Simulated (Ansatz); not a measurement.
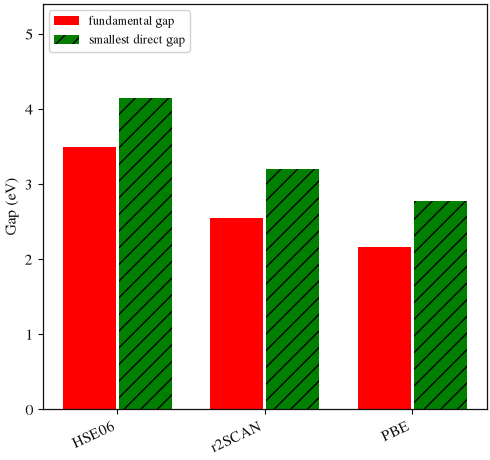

Gaps of KTaO$_{3}$, space group P4/mmm (No. 123), 5 atoms in the cell, cubic perovskite type, uniaxial (z) strain +2.0%, at several levels of theory on one cell (Ansatz, plane waves and PAW; edges over the mesh and the special points).

**How does the gap depend on the level, and does its kind change?**

In rising order: PBE 2.15 eV, r2SCAN 2.55 eV and HSE06 3.48 eV. It is indirect at every level.
